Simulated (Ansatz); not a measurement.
# SrTiO3: what the fields show

The calculation's input:

```
crystal:
  lattice:
    - [-2.7555, 2.7555, 3.898]
    - [2.7555, -2.7555, 3.898]
    - [2.7555, 2.7555, -3.898]
  atoms:
    - { symbol: Sr, position: [0.75, 0.25, 0.5] }
    - { symbol: Sr, position: [0.25, 0.75, 0.5] }
    - { symbol: Ti, position: [0.0, 0.0, 0.0] }
    - { symbol: Ti, position: [0.5, 0.5, 0.0] }
    - { symbol: O, position: [0.25, 0.25, 0.0] }
    - { symbol: O, position: [0.75, 0.75, 0.0] }
    - { symbol: O, position: [0.7451, 0.2451, 0.9902] }
    - { symbol: O, position: [0.2451, 0.2549, 0.5] }
    - { symbol: O, position: [0.2549, 0.7549, 0.0098] }
    - { symbol: O, position: [0.7549, 0.7451, 0.5] }
basis:
  ecutwfc: 420
kpoints:
  mp_grid: { grid: [8, 8, 8] }
hamiltonian:
  xc: pbesol
scf:
  occupations: { method: gaussian, width: 0.02 }
output:
  forces: true
  stress: true
  eigenvalues: true
  write_density: true
  write_potential: true
  elf: true
  volumetric_format: npy
relax:
  adjacent_minimum: "off"
  f_tol: 0.005
  max_steps: 80
  cell: { stress_tol: 0.05 }
```

Command:

```sh
ansatz run input.yaml --threads 4 --pin off --max-ram 10240MiB --backend cpu --events-out ev --progress --plain --runs-dir out
```

Below, planes, directions and counts refer to the conventional cell (a = 5.49 Å, b = 5.49 Å, c = 7.81 Å, α = 90.00°, β = 90.00°, γ = 90.00°).

The fields are those of the relaxed geometry.

Space group I4/mcm; computed without spin polarisation.

Method: DFT PBEsol, scalar-relativistic, plane waves, PAW in Ansatz 0.2.0.

Core electrons are frozen (PAW), and the valence fields are smoothed inside the atomic spheres.

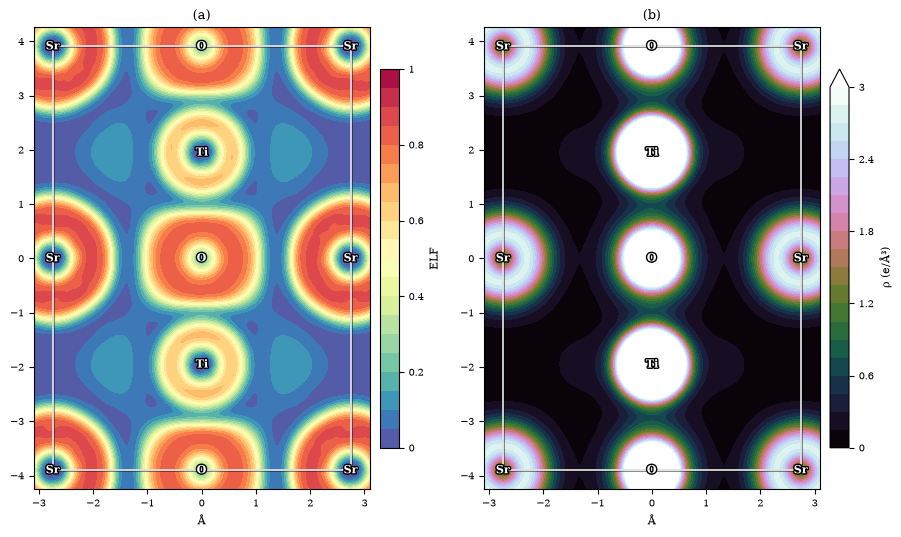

Figure 1. (a) ELF; (b) valence charge density (pseudo) on the (010) plane of the conventional cell.

What does the map show?

Answer.
- The section cuts through Sr, Ti and O sites.
- Ti–O (1.95 Å): the density is about 0.71 e/Å³ at the midpoint; the ELF peaks at about 0.80 in the valence shell of O, 0.6 Å from its nucleus, and is about 0.20 at the midpoint: no shared electron pair shows on this line.
- Sr–O (2.74 Å): ρ is about 0.15 e/Å³ halfway; the ELF is about 0.05 at the midpoint; a largely ionic contact.
- Between the atoms the lowest density in this plane is 0.04 e/Å³.
- The features right at Sr and Ti lie inside the PAW spheres, where the map follows smoothed inner orbitals and isn't to be read closely.

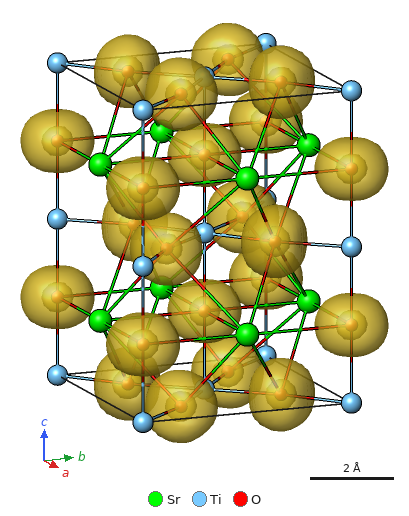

Figure 2. Isosurface of the ELF at 0.7 (yellow), seen slightly off an axis. Core shells and regions of very low density are left out. Sticks mark near contacts.

Identify the bonds, lone pairs and shells in this picture.

Answer. The ELF exceeds this value in twelve regions wrapped around O (the valence shell of each), counted in one cell of 20 atoms. Any copies at cell faces, edges or corners count once. Along the contacts the grid gives the following. Sr–O (2.62 Å): the ELF peaks at about 0.80 in the valence shell of O, 0.7 Å from its nucleus, and drops to about 0.05 between the two atoms (an ionic contact with no shared pair).

Metal or insulator at this level of theory?

Answer. It is gapped, with a Kohn–Sham gap of 2.0 eV on the k-point mesh (the band edges may lie off the mesh, which would make the gap smaller).
